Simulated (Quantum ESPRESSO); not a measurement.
## CdS (Hawleyite): from the cell to the phonon bands

How does CdS (Hawleyite) vibrate, and is this structure a minimum?

Main program and level: Quantum ESPRESSO 7.5; DFT LDA, scalar-relativistic, plane waves, GBRV ultrasoft pseudopotentials.

**1. The structure**

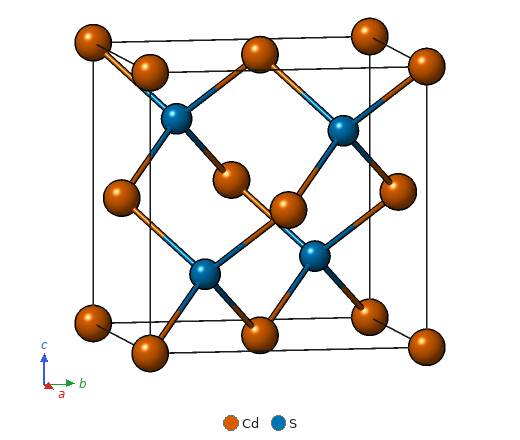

Start, viewed slightly off an axis; cadmium orange, sulfur blue. This picture shows the conventional cell, with its axes. Bonds to atoms that aren't drawn are left out. Some periodic images of atoms are drawn too.

**2. A first look**

Before anything dear is run, a loose run with smearing shows whether this is a metal and how far the cell is from rest.

Input file probe.in:

```
&CONTROL
  calculation = 'scf'
  prefix      = 'x'
  outdir      = './tmp'
  pseudo_dir  = './pseudo'
  tprnfor     = .true.
  tstress     = .true.
  verbosity   = 'high'
/
&SYSTEM
  ibrav       = 0
  nat         = 2
  ntyp        = 2
  ecutwfc     = 40.0
  ecutrho     = 240.0
  occupations = 'smearing'
  smearing    = 'gaussian'
  degauss     = 0.01
/
&ELECTRONS
  conv_thr         = 1.0d-07
  mixing_beta      = 0.7
  electron_maxstep = 100
/
ATOMIC_SPECIES
 Cd    112.4140  Cd.upf
 S      32.0600  S.upf
CELL_PARAMETERS angstrom
    -2.916500000    0.000000000    2.916500000
     0.000000000    2.916500000    2.916500000
    -2.916500000    2.916500000    0.000000000
ATOMIC_POSITIONS crystal
 Cd     0.000000000   0.000000000   0.000000000
 S      0.250000000   0.250000000   0.250000000
K_POINTS automatic
 6 6 6 0 0 0
```

Started as:

```bash
$ OMP_NUM_THREADS=1 mpirun -n 4 pw.x -nk 4 -in probe.in > probe.out
```

Log:

```text
[banners, grids, parts of the stress and lines that vanish by symmetry left out]
Program PWSCF v.7.5
     Message from routine setup:
     using ibrav=0 with symmetry is DISCOURAGED, use correct ibrav instead
[...]
kinetic-energy cutoff     =      40.0000  Ry
     charge density cutoff     =     240.0000  Ry
     scf convergence threshold =      1.0E-07
[...]
Exchange-correlation=  SLA  PZ   NOGX NOGC
                           (   1   1   0   0   0   0   0)
[...]
24 Sym. Ops. (no inversion) found
[...]
(     0          1          0      )
                  (     0          0          1      )
[...]
(  0.0000000  1.0000000  0.0000000 )
                  ( -0.0000000 -0.0000000  1.0000000 )
[...]
(     1          0         -1      )
                  (     0          0         -1      )
[...]
(  0.0000000  1.0000000  0.0000000 )
[...]
(    -1          0          1      )
                  (    -1          0          0      )
[...]
( -0.0000000 -0.0000000  1.0000000 )
                  (  0.0000000 -1.0000000 -0.0000000 )
[...]
number of k points=    16  Gaussian smearing, width (Ry)=  0.0100
[...]
End of self-consistent calculation
[...]
the Fermi energy is     5.7776 ev
!    total energy              =    -138.69665727 Ry
[...]
convergence has been achieved in   7 iterations
[...]
atom    1 type  1   force =     0.00000000   -0.00000000    0.00000000
     atom    2 type  2   force =    -0.00000000    0.00000000   -0.00000000
[...]
Total force =     0.000000     Total SCF correction =     0.000000
[...]
total   stress  (Ry/bohr**3)                   (kbar)     P=      -23.72
[...]
XML data file, charge density, pseudopotentials, collected wavefunctions

   JOB DONE.
```

Elapsed: 2.7 s, on 4 MPI ranks of Arm Neoverse V1, shared host.

Read from the output:

```
volume per atom   : 24.81 Å³
pressure          : -2.372 GPa
gap on the k-mesh : 0.8287 eV
```

A gap of 0.83 eV opens on this mesh, so the crystal is taken as an insulator; the start stands at -2.4 GPa.

**3. Relaxing the cell and atoms**

The relaxation runs at a cutoff a fifth above that of the response, since stress converges more slowly with the basis than frequencies do. Forces and stress are brought to rest with tight thresholds.

Input file relax.in:

```
&CONTROL
  calculation   = 'vc-relax'
  prefix        = 'x'
  outdir        = './tmp'
  pseudo_dir    = './pseudo'
  tprnfor       = .true.
  tstress       = .true.
  forc_conv_thr = 2.0d-05
  etot_conv_thr = 1.0d-07
  nstep         = 40
/
&SYSTEM
  ibrav       = 0
  nat         = 2
  ntyp        = 2
  ecutwfc     = 48
  ecutrho     = 288.0
  occupations = 'fixed'
  nbnd        = 11
/
&ELECTRONS
  conv_thr         = 1.0d-11
  mixing_beta      = 0.7
  electron_maxstep = 100
/
&IONS
/
&CELL
  press_conv_thr = 0.2
/
ATOMIC_SPECIES
 Cd    112.4140  Cd.upf
 S      32.0600  S.upf
CELL_PARAMETERS angstrom
    -2.916500000    0.000000000    2.916500000
     0.000000000    2.916500000    2.916500000
    -2.916500000    2.916500000    0.000000000
ATOMIC_POSITIONS crystal
 Cd     0.000000000   0.000000000   0.000000000
 S      0.250000000   0.250000000   0.250000000
K_POINTS automatic
 8 8 8 0 0 0
```

Started as:

```bash
$ OMP_NUM_THREADS=1 mpirun -n 4 pw.x -nk 4 -in relax.in > relax.out
```

Log:

```text
[banners, grids, parts of the stress and lines that vanish by symmetry left out]
[banner, memory and clock lines left out]
Program PWSCF v.7.5

[...]
kinetic-energy cutoff     =      48.0000  Ry
     charge density cutoff     =     288.0000  Ry
     scf convergence threshold =      1.0E-11
[...]
energy convergence thresh.=      1.0E-07
     force convergence thresh. =      2.0E-05
     press convergence thresh. =      2.0E-01
     Exchange-correlation=  SLA  PZ   NOGX NOGC
                           (   1   1   0   0   0   0   0)
[...]
24 Sym. Ops. (no inversion) found
[...]
number of k points=    29
[...]
End of self-consistent calculation
[...]
highest occupied, lowest unoccupied level (ev):     5.3484    6.1792
!    total energy              =    -138.69735052 Ry
[...]
convergence has been achieved in  11 iterations
[...]
atom    1 type  1   force =    -0.00000000    0.00000000   -0.00000000
     atom    2 type  2   force =     0.00000000   -0.00000000    0.00000000
     Total force =     0.000000     Total SCF correction =     0.000000
[...]
total   stress  (Ry/bohr**3)                   (kbar)     P=      -23.23
[...]
number of bfgs steps    =   0
[...]
CELL_PARAMETERS (angstrom)
[...]
ATOMIC_POSITIONS (crystal)
Cd              -0.0000000000       -0.0000000000        0.0000000000
S                0.2500000000        0.2500000000        0.2500000000
[...]
New effective cutoffs (rho, wfc):  289.51   48.37
[...]
End of self-consistent calculation
[...]
highest occupied, lowest unoccupied level (ev):     5.5034    6.3587
!    total energy              =    -138.69788513 Ry
[...]
convergence has been achieved in   7 iterations
[...]
atom    1 type  1   force =     0.00000000   -0.00000000   -0.00000000
     atom    2 type  2   force =    -0.00000000    0.00000000   -0.00000000
     Total force =     0.000000     Total SCF correction =     0.000000
[...]
total   stress  (Ry/bohr**3)                   (kbar)     P=      -16.52
[...]
number of bfgs steps    =   1
[...]
CELL_PARAMETERS (angstrom)
[...]
ATOMIC_POSITIONS (crystal)
Cd              -0.0000000000       -0.0000000000       -0.0000000000
S                0.2500000000        0.2500000000        0.2500000000
[...]
New effective cutoffs (rho, wfc):  292.98   48.95
[...]
End of self-consistent calculation
[...]
highest occupied, lowest unoccupied level (ev):     5.7416    6.6332
!    total energy              =    -138.69832413 Ry
[...]
convergence has been achieved in  10 iterations
[...]
atom    1 type  1   force =     0.00000000   -0.00000000    0.00000000
     atom    2 type  2   force =     0.00000000   -0.00000000   -0.00000000
     Total force =     0.000000     Total SCF correction =     0.000000
[...]
total   stress  (Ry/bohr**3)                   (kbar)     P=       -5.65
[...]
number of bfgs steps    =   2
[...]
CELL_PARAMETERS (angstrom)
[...]
ATOMIC_POSITIONS (crystal)
[...]
New effective cutoffs (rho, wfc):  294.78   49.25
[...]
End of self-consistent calculation
[...]
highest occupied, lowest unoccupied level (ev):     5.8659    6.7758
!    total energy              =    -138.69837874 Ry
[...]
convergence has been achieved in  10 iterations
[...]
atom    1 type  1   force =     0.00000000    0.00000000   -0.00000000
     atom    2 type  2   force =    -0.00000000   -0.00000000    0.00000000
     Total force =     0.000000     Total SCF correction =     0.000000
[...]
total   stress  (Ry/bohr**3)                   (kbar)     P=        0.29
[...]
number of bfgs steps    =   3
[...]
CELL_PARAMETERS (angstrom)
[...]
ATOMIC_POSITIONS (crystal)
[...]
New effective cutoffs (rho, wfc):  294.69   49.23
[...]
End of self-consistent calculation
[...]
highest occupied, lowest unoccupied level (ev):     5.8599    6.7689
!    total energy              =    -138.69837888 Ry
[...]
convergence has been achieved in   6 iterations
[...]
atom    1 type  1   force =     0.00000000    0.00000000    0.00000000
     atom    2 type  2   force =     0.00000000    0.00000000    0.00000000
     Total force =     0.000000     Total SCF correction =     0.000000
[...]
total   stress  (Ry/bohr**3)                   (kbar)     P=       -0.01
[...]
number of bfgs steps    =   4
[...]
small trust_radius: resetting bfgs history
[...]
CELL_PARAMETERS (angstrom)
[...]
ATOMIC_POSITIONS (crystal)
[...]
New effective cutoffs (rho, wfc):  294.70   49.23
[...]
End of self-consistent calculation
[...]
highest occupied, lowest unoccupied level (ev):     5.8599    6.7690
!    total energy              =    -138.69837888 Ry
[...]
convergence has been achieved in   2 iterations
[...]
atom    1 type  1   force =     0.00000000    0.00000000   -0.00000000
     atom    2 type  2   force =     0.00000000    0.00000000    0.00000000
     Total force =     0.000000     Total SCF correction =     0.000000
[...]
total   stress  (Ry/bohr**3)                   (kbar)     P=       -0.00
[...]
bfgs converged in   6 scf cycles and   5 bfgs steps
[...]
End of BFGS Geometry Optimization
     Final enthalpy           =    -138.6983788794 Ry
     File ./tmp/x.bfgs deleted, as requested
[...]
CELL_PARAMETERS (angstrom)
[...]
ATOMIC_POSITIONS (crystal)
Cd              -0.0000000000       -0.0000000000       -0.0000000000
S                0.2500000000        0.2500000000        0.2500000000
[...]
Final scf calculation at the relaxed structure.
[...]
kinetic-energy cutoff     =      48.0000  Ry
     charge density cutoff     =     288.0000  Ry
     scf convergence threshold =      1.0E-13
[...]
press convergence thresh. =      2.0E-01
     Exchange-correlation=  SLA  PZ   NOGX NOGC
                           (   1   1   0   0   0   0   0)
[...]
24 Sym. Ops. (no inversion) found
[...]
number of k points=    29
[...]
c_bands:  1 eigenvalues not converged
     c_bands:  1 eigenvalues not converged
     c_bands:  1 eigenvalues not converged
[...]
c_bands:  3 eigenvalues not converged
[...]
End of self-consistent calculation
[...]
highest occupied, lowest unoccupied level (ev):     5.8600    6.7689
!    total energy              =    -138.69815092 Ry
[...]
convergence has been achieved in  15 iterations
[...]
atom    1 type  1   force =     0.00000000    0.00000000    0.00000000
     atom    2 type  2   force =    -0.00000000   -0.00000000    0.00000000
     Total force =     0.000000     Total SCF correction =     0.000000
[...]
total   stress  (Ry/bohr**3)                   (kbar)     P=        1.16
[...]
XML data file, charge density, pseudopotentials, collected wavefunctions
```

The job ended after 37 s (4 MPI ranks).

Relaxation path:

```csv
step,energy less that of the first step (eV),largest force (eV/Å),pressure (GPa),volume (Å³)
1,0.0000,0.0000,-2.32,49.62
2,-0.0073,0.0000,-1.65,49.03
3,-0.0132,0.0000,-0.57,48.16
4,-0.0140,0.0000,0.03,47.72
5,-0.0140,0.0000,0.00,47.74
6,-0.0140,0.0000,0.00,47.74
7,-0.0109,0.0000,0.12,47.74
```

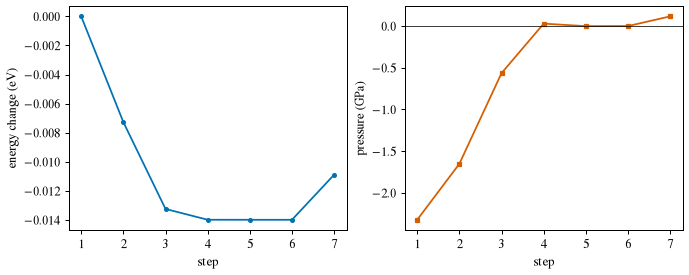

Energy and pressure along the relaxation.

```csv
"conventional cell, symmetrised",before,after,change
a (Å),5.833,5.759,-1.3 %
b (Å),5.833,5.759,-1.3 %
c (Å),5.833,5.759,-1.3 %
volume (Å³/atom),24.81,23.87,-3.8 %
```

The relaxed structure:

```
CELL_PARAMETERS angstrom
-2.87933 0.00000 2.87933
0.00000 2.87933 2.87933
-2.87933 2.87933 0.00000
ATOMIC_POSITIONS crystal
Cd 0.00000 0.00000 0.00000
S 0.25000 0.25000 0.25000
```

The last row of the table of steps is pw.x's closing run on a basis chosen anew for the final cell, so its energy can jump.

This step gave:

| Quantity | Value |
| --- | --- |
| volume per atom | 23.87 Å³ |
| pressure | 0.1160 GPa |
| gap on the k-mesh | 0.9089 eV |

The volume changes by -3.8 % from the cell with which this run began.

**4. Relaxing the cell and atoms**

A variable-cell run keeps the plane waves of its start, so its end shows a stress on a fresh basis; a second run from that cell removes it.

relax.in, as its differences from that of step 3:

```diff
@@ -34,5 +34,5 @@
 CELL_PARAMETERS angstrom
-    -2.916500000    0.000000000    2.916500000
-     0.000000000    2.916500000    2.916500000
-    -2.916500000    2.916500000    0.000000000
+    -2.879325150    0.000000000    2.879325150
+     0.000000000    2.879325150    2.879325150
+    -2.879325150    2.879325150    0.000000000
 ATOMIC_POSITIONS crystal
```

Log:

```text
[banners, grids, parts of the stress and lines that vanish by symmetry left out]
[banner, memory and clock lines left out]
Program PWSCF v.7.5

[...]
kinetic-energy cutoff     =      48.0000  Ry
     charge density cutoff     =     288.0000  Ry
     scf convergence threshold =      1.0E-11
[...]
energy convergence thresh.=      1.0E-07
     force convergence thresh. =      2.0E-05
     press convergence thresh. =      2.0E-01
     Exchange-correlation=  SLA  PZ   NOGX NOGC
                           (   1   1   0   0   0   0   0)
[...]
24 Sym. Ops. (no inversion) found
[...]
number of k points=    29
[...]
c_bands:  1 eigenvalues not converged
[...]
End of self-consistent calculation
[...]
highest occupied, lowest unoccupied level (ev):     5.8600    6.7689
!    total energy              =    -138.69815092 Ry
[...]
convergence has been achieved in  11 iterations
[...]
atom    1 type  1   force =     0.00000000   -0.00000000    0.00000000
     atom    2 type  2   force =    -0.00000000   -0.00000000   -0.00000000
     Total force =     0.000000     Total SCF correction =     0.000000
[...]
total   stress  (Ry/bohr**3)                   (kbar)     P=        1.16
[...]
number of bfgs steps    =   0
[...]
CELL_PARAMETERS (angstrom)
[...]
ATOMIC_POSITIONS (crystal)
Cd              -0.0000000000        0.0000000000       -0.0000000000
S                0.2500000000        0.2500000000        0.2500000000
[...]
New effective cutoffs (rho, wfc):  286.25   47.96
[...]
End of self-consistent calculation
[...]
highest occupied, lowest unoccupied level (ev):     5.8519    6.7597
!    total energy              =    -138.69815217 Ry
[...]
convergence has been achieved in   4 iterations
[...]
atom    1 type  1   force =    -0.00000000   -0.00000000    0.00000000
     atom    2 type  2   force =     0.00000000    0.00000000    0.00000000
     Total force =     0.000000     Total SCF correction =     0.000000
[...]
total   stress  (Ry/bohr**3)                   (kbar)     P=        0.78
[...]
number of bfgs steps    =   1
[...]
CELL_PARAMETERS (angstrom)
[...]
ATOMIC_POSITIONS (crystal)
Cd               0.0000000000        0.0000000000       -0.0000000000
S                0.2500000000        0.2500000000        0.2500000000
[...]
New effective cutoffs (rho, wfc):  286.12   47.94
[...]
End of self-consistent calculation
[...]
highest occupied, lowest unoccupied level (ev):     5.8430    6.7495
!    total energy              =    -138.69815295 Ry
[...]
convergence has been achieved in   7 iterations
[...]
atom    1 type  1   force =     0.00000000    0.00000000    0.00000000
     atom    2 type  2   force =     0.00000000    0.00000000    0.00000000
     Total force =     0.000000     Total SCF correction =     0.000000
[...]
total   stress  (Ry/bohr**3)                   (kbar)     P=        0.33
[...]
number of bfgs steps    =   2
[...]
CELL_PARAMETERS (angstrom)
[...]
ATOMIC_POSITIONS (crystal)
[...]
New effective cutoffs (rho, wfc):  286.03   47.92
[...]
End of self-consistent calculation
[...]
highest occupied, lowest unoccupied level (ev):     5.8365    6.7420
!    total energy              =    -138.69815313 Ry
[...]
convergence has been achieved in   7 iterations
[...]
atom    1 type  1   force =    -0.00000000   -0.00000000    0.00000000
     atom    2 type  2   force =     0.00000000   -0.00000000   -0.00000000
     Total force =     0.000000     Total SCF correction =     0.000000
[...]
total   stress  (Ry/bohr**3)                   (kbar)     P=        0.01
[...]
number of bfgs steps    =   3
[...]
small trust_radius: resetting bfgs history
[...]
CELL_PARAMETERS (angstrom)
[...]
ATOMIC_POSITIONS (crystal)
[...]
New effective cutoffs (rho, wfc):  286.03   47.92
[...]
End of self-consistent calculation
[...]
highest occupied, lowest unoccupied level (ev):     5.8364    6.7419
!    total energy              =    -138.69815313 Ry
[...]
convergence has been achieved in   3 iterations
[...]
atom    1 type  1   force =    -0.00000000   -0.00000000    0.00000000
     atom    2 type  2   force =    -0.00000000   -0.00000000   -0.00000000
     Total force =     0.000000     Total SCF correction =     0.000000
[...]
total   stress  (Ry/bohr**3)                   (kbar)     P=        0.01
[...]
bfgs converged in   5 scf cycles and   4 bfgs steps
[...]
End of BFGS Geometry Optimization
     Final enthalpy           =    -138.6981531328 Ry
     File ./tmp/x.bfgs deleted, as requested
[...]
CELL_PARAMETERS (angstrom)
[...]
ATOMIC_POSITIONS (crystal)
Cd               0.0000000000        0.0000000000       -0.0000000000
S                0.2500000000        0.2500000000        0.2500000000
[...]
Final scf calculation at the relaxed structure.
[...]
kinetic-energy cutoff     =      48.0000  Ry
     charge density cutoff     =     288.0000  Ry
     scf convergence threshold =      1.0E-13
[...]
press convergence thresh. =      2.0E-01
     Exchange-correlation=  SLA  PZ   NOGX NOGC
                           (   1   1   0   0   0   0   0)
[...]
24 Sym. Ops. (no inversion) found
[...]
number of k points=    29
[...]
c_bands:  1 eigenvalues not converged
     c_bands:  1 eigenvalues not converged
[...]
c_bands:  2 eigenvalues not converged
[...]
End of self-consistent calculation
[...]
highest occupied, lowest unoccupied level (ev):     5.8363    6.7419
!    total energy              =    -138.69816048 Ry
[...]
convergence has been achieved in  16 iterations
[...]
atom    1 type  1   force =     0.00000000    0.00000000   -0.00000000
     atom    2 type  2   force =    -0.00000000   -0.00000000    0.00000000
     Total force =     0.000000     Total SCF correction =     0.000000
[...]
total   stress  (Ry/bohr**3)                   (kbar)     P=       -0.03
[...]
XML data file, charge density, pseudopotentials, collected wavefunctions
```

It took 30 s on 4 MPI ranks.

Little changed from the start: no atom moved by 0.005 Å and no cell edge by 0.1 %.

The last row of the table of steps is pw.x's closing run on a basis chosen anew for the final cell, so its energy can jump.

Read from the output:

```
volume per atom   : 23.91 Å³
pressure          : -0.003000 GPa
gap on the k-mesh : 0.9056 eV
```

**5. Ground state**

The response is built on this ground state, so it is converged far tighter than an energy would need. With a gap, occupations are fixed, which also allows the response to an electric field.

Input file scf.in:

```
&CONTROL
  calculation = 'scf'
  prefix      = 'x'
  outdir      = './tmp'
  pseudo_dir  = './pseudo'
  tprnfor     = .true.
  tstress     = .true.
/
&SYSTEM
  ibrav       = 0
  nat         = 2
  ntyp        = 2
  ecutwfc     = 40.0
  ecutrho     = 240.0
  occupations = 'fixed'
  nbnd        = 11
/
&ELECTRONS
  conv_thr         = 1.0d-12
  mixing_beta      = 0.7
  electron_maxstep = 100
/
ATOMIC_SPECIES
 Cd    112.4140  Cd.upf
 S      32.0600  S.upf
CELL_PARAMETERS angstrom
    -2.880990076    0.000000000    2.880990076
     0.000000000    2.880990076    2.880990076
    -2.880990076    2.880990076    0.000000000
ATOMIC_POSITIONS crystal
 Cd     0.000000000   0.000000000   0.000000000
 S      0.250000000   0.250000000   0.250000000
K_POINTS automatic
 8 8 8 0 0 0
```

Started as:

```bash
$ OMP_NUM_THREADS=1 mpirun -n 4 pw.x -nk 4 -in scf.in > scf.out
```

Log:

```text
[banners, grids, parts of the stress and lines that vanish by symmetry left out]
[banner, memory and clock lines left out]
Program PWSCF v.7.5

[...]
kinetic-energy cutoff     =      40.0000  Ry
     charge density cutoff     =     240.0000  Ry
     scf convergence threshold =      1.0E-12
[...]
Exchange-correlation=  SLA  PZ   NOGX NOGC
                           (   1   1   0   0   0   0   0)
[...]
24 Sym. Ops. (no inversion) found
[...]
number of k points=    29
[...]
c_bands:  1 eigenvalues not converged
[...]
End of self-consistent calculation
[...]
highest occupied, lowest unoccupied level (ev):     5.8365    6.7419
!    total energy              =    -138.69767418 Ry
[...]
convergence has been achieved in  13 iterations
[...]
atom    1 type  1   force =     0.00000000    0.00000000    0.00000000
     atom    2 type  2   force =     0.00000000    0.00000000   -0.00000000
     Total force =     0.000000     Total SCF correction =     0.000000
[...]
total   stress  (Ry/bohr**3)                   (kbar)     P=       -0.21
[...]
XML data file, charge density, pseudopotentials, collected wavefunctions
```

Elapsed: 5.2 s, on 4 MPI ranks; 21 s of CPU time.

Read from the output:

```yaml
pressure: -0.021 GPa
gap_on_the_k_mesh: 0.9054 eV
```

The cell stands at -0.021 GPa, close enough for phonons.

(Continued in part 2 of 3.)

[Host names and launcher messages were left out of these logs when they were recorded.]

[Logs are printed without paths, hosts, clocks, repeated set-up lines and the standing remarks that a program may print on its own settings, such as how far it seeks lower states.]

[Hosts, paths, dates, database ids (printed as entryN), source tags and the programs' standing remarks are cut or masked in the printed files.]
